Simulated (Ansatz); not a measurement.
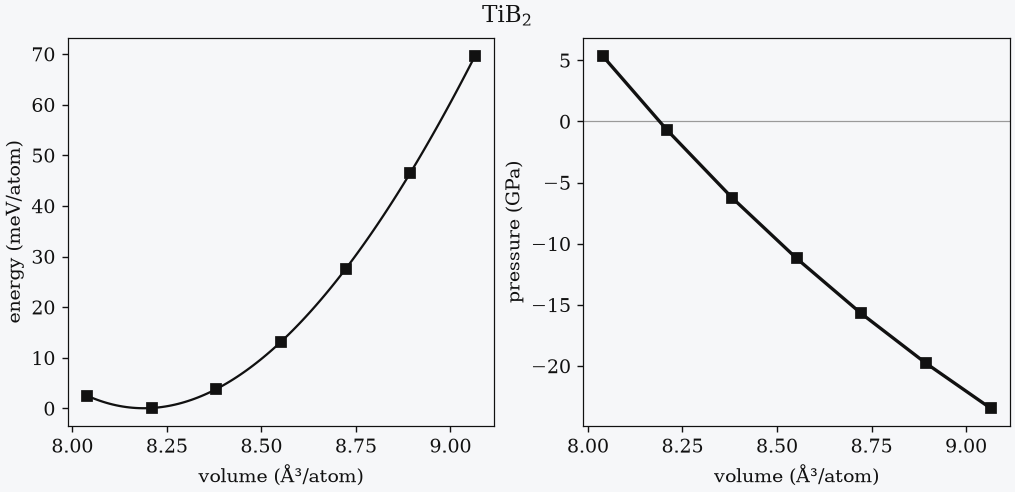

The plot gives the computed energy and pressure against volume for TiB₂, space group P6/mmm (No. 191).

Starting cell:
```
CELL_PARAMETERS angstrom
3.02920 0.00000 0.00000
-1.51460 2.62336 0.00000
0.00000 0.00000 3.22840
ATOMIC_POSITIONS crystal
Ti 0.00000 0.00000 0.00000
B 0.66667 0.33333 0.50000
B 0.33333 0.66667 0.50000
```

How it was computed, with Ansatz 0.2.0: all-electron LAPW DFT, no spin polarisation; energies at scaled volumes of the given cell, shape and fractions fixed, counted from the fit's minimum, third-order Birch-Murnaghan fit. Level: LDA.

| setting | value |
| --- | --- |
| k mesh | 10×10×8 |
| occupations | Fermi–Dirac |
| smearing width | 0.05 eV |
| potentials | all electron LAPW, scalar relativistic |
| program settings | basis error eV/atom 0.002 |

What equilibrium volume and bulk modulus follow from the curve?

Answer. A third-order Birch–Murnaghan fit gives V0 = 8.19 Å³/atom, B0 = 281 GPa and B′ = 3.9.

How does the pressure vary with volume?

Answer. It falls from 5.37 GPa at volume 8.0386 Å³/atom to −23.46 GPa at 9.0648 Å³/atom, and changes sign near 8.19 Å³/atom.

Caveats: shape and atomic fractions are frozen while scaling, which makes layered, chain and framework solids too stiff.

The computed values:

| volume (Å³/atom) | energy (meV/atom) | pressure (GPa) |
| --- | --- | --- |
| 8.0386 | 2.48 | 5.37 |
| 8.2096 | 0.05 | −0.72 |
| 8.3807 | 3.81 | −6.23 |
| 8.5517 | 13.16 | −11.20 |
| 8.7227 | 27.57 | −15.71 |
| 8.8938 | 46.55 | −19.78 |
| 9.0648 | 69.66 | −23.46 |
